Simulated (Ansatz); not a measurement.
AlCo: several calculations on one system

Part 1: Relaxation

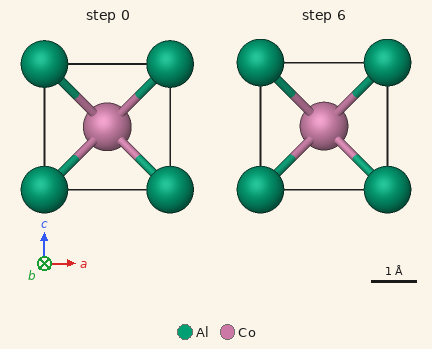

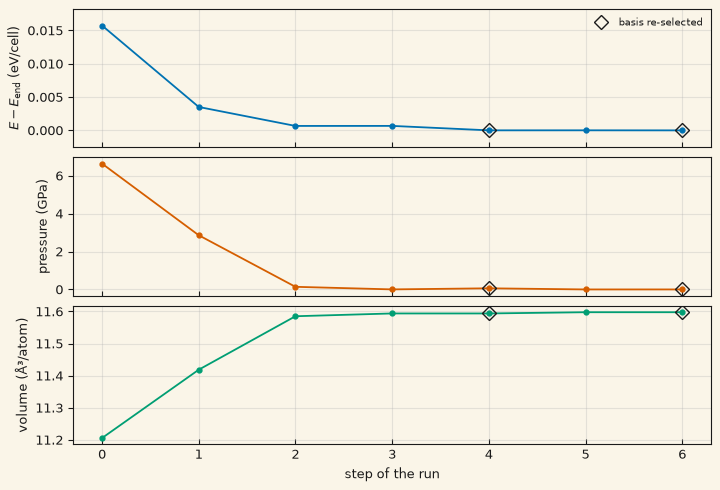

First and last geometry of a relaxation of solid AlCo (set up in Pm-3m), with the history of the run. A ball-and-stick model of the cell of the calculation, seen along the b axis.

Method: DFT PBE, scalar-relativistic, plane waves, PAW (Ansatz). Settings: plane-wave cutoff 420 eV; k-point mesh 14 × 14 × 14; occupations gaussian; smearing width 0.1 eV; collinear spin; cell and atoms relaxed; force threshold 0.005 eV/Å; at most 80 steps.

### Read the history and describe the run.

It converged. No atom moves by more than 0.005 Å relative to the cell. Cell: a = b = c 2.819 → 2.852 Å (+1.2 %). Volume +3.5 %. Some distances before and after: Al–Co 2.442 → 2.470 Å. The space group stays Pm-3m (No. 221). Over 4 accepted moves (6 points after the start) the energy falls by 15.7 meV per cell of the calculation. All forces vanish by symmetry, so only the cell relaxes. The pressure goes from 6.64 to 0.00 GPa. The SCF was repeated twice at an unchanged geometry on a basis and grid sized afresh for the cell, which shifted the energy by 0.7 meV per cell of the calculation at most. The program noted that the starting moments weren't kept. Cost: 48 s on 1 thread of Arm Neoverse V1 (shared host), peak memory 0.36 GiB.

Part 2: Scan

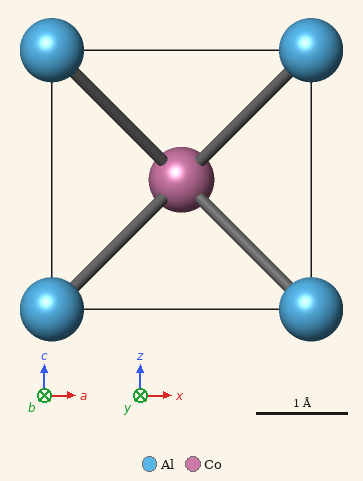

Energy scan for solid AlCo (Pm-3m), in which the ratio of the cell's length along z to its lengths across, counted as 1 for the reference, is changed at fixed volume (a tetragonal or Bain path), with the atoms kept at their fractional coordinates. x, y and z are the Cartesian axes of the input. The picture shows the reference cell. Style: ball-and-stick. Shown: the cell of the calculation, along the b axis.

The calculation used Ansatz, DFT PBE, scalar-relativistic, plane waves, PAW. (plane-wave cutoff 420 eV; k-point mesh 24 × 24 × 24; occupations gaussian; smearing width 0.15 eV; no spin polarisation). Energies (free energies at the smearing named) are counted from the relaxed crystal.

```xyz
2
Lattice="2.8519 0.0000 0.0000 0.0000 2.8519 0.0000 0.0000 0.0000 2.8519" Properties=species:S:1:pos:R:3 pbc="T T T"
Al    2.8519    0.0000    0.0000
Co    1.4260    1.4260    1.4260
```

> Give the energy at each point (the relative ratio: 0.650, 0.707, 0.780, 0.850, 0.920, 0.960, 1.000, 1.050, 1.100, 1.200, 1.300, 1.414, 1.500).

```
axial ratio over its reference value  energy change (meV/atom)
                               0.650                      1141
                               0.707                       710
                               0.780                       349
                               0.850                       139
                               0.920                        33
                               0.960                         7
                               1.000                         0
                               1.050                         8
                               1.100                        26
                               1.200                        84
                               1.300                       154
                               1.414                       251
                               1.500                       345
```

The lowest computed point lies at the relative ratio 1.00 (0 meV/atom). The end points stand at 1141 meV/atom (0.65) and 345 meV/atom (1.50). The distortion takes the space group from Pm-3m to P4/mmm. At the relative ratio 1.50 the cell of the drawing goes a 2.852 → 2.491 Å, b 2.852 → 2.491 Å, c 2.852 → 3.737 Å.

As a plot:

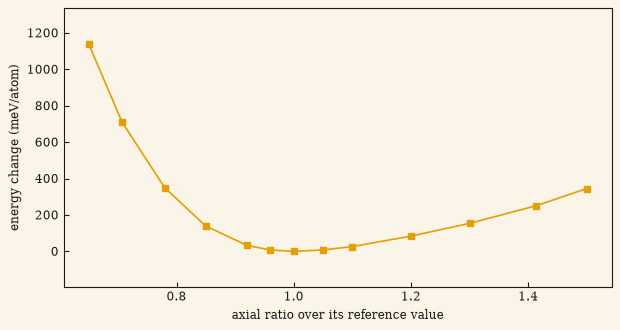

Part 3: Scan

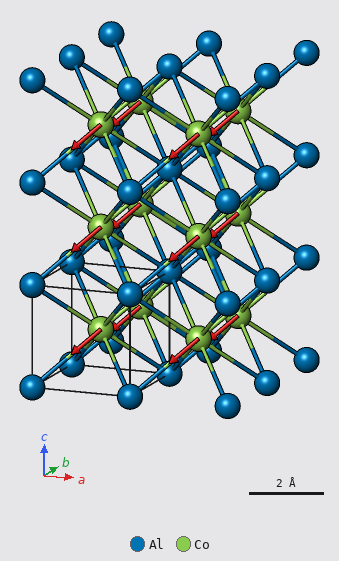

Energy scan for crystalline AlCo (Pm-3m), in which the whole Co sublattice is shifted rigidly, towards the nearest copy of atom 1 (Al) at 2.470 Å, all else fixed. The picture shows the reference cell. The red arrows give the direction of positive displacement. A ball-and-stick model of the cell of the calculation, repeated 2 × 2 × 3 with one cell outlined, seen slightly off an axis.

Level of theory: DFT PBE, scalar-relativistic, plane waves, PAW in Ansatz. Set-up: plane-wave cutoff 420 eV; k-point mesh 22 × 22 × 22; occupations gaussian; smearing width 0.15 eV; no spin polarisation. Energies (free energies at the smearing named) are counted from the relaxed crystal.

```
Al Co
1.0
     2.85190    0.00000    0.00000
     0.00000    2.85190    0.00000
     0.00000    0.00000    2.85190
Al Co
1 1
Cartesian
  2.8519 0.0000 0.0000
  1.4260 1.4260 1.4260
```

Q: Predict the energy profile (the displacement: −0.1000, −0.0750, −0.0500, −0.0250, 0.0000, 0.0250, 0.0375, 0.0500, 0.0625, 0.0750, 0.0875, 0.1000 Å).

A:
| displacement (Å) | ΔE (meV/cell) |
| --- | --- |
| −0.1000 | 36.6 |
| −0.0750 | 20.5 |
| −0.0500 | 9.1 |
| −0.0250 | 2.3 |
| 0.0000 | 0.0 |
| 0.0250 | 2.3 |
| 0.0375 | 5.1 |
| 0.0500 | 9.1 |
| 0.0625 | 14.2 |
| 0.0750 | 20.5 |
| 0.0875 | 28.0 |
| 0.1000 | 36.6 |

Points that are alike by symmetry were computed once.

The lowest computed point lies at the displacement 0.00 Å (0.0 meV/cell). At the ends of the scan the energy is 36.6 meV/cell (−0.10 Å) and 36.6 meV/cell (0.10 Å). The curvature at zero is about 7.3 eV/Å² per cell. The well is symmetric. At the highest point the shortest interatomic distance is 2.37 Å, against 2.47 Å in the reference. The distortion takes the space group from Pm-3m to R3m.

As a plot (hollow markers are points alike by symmetry):

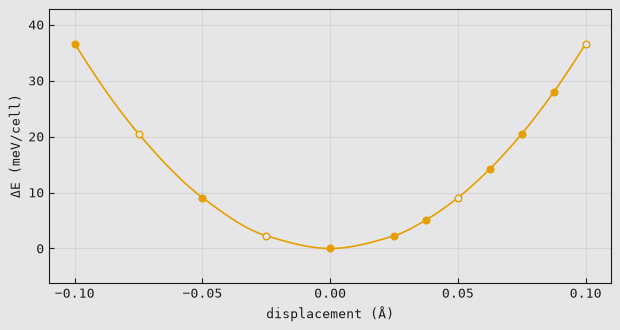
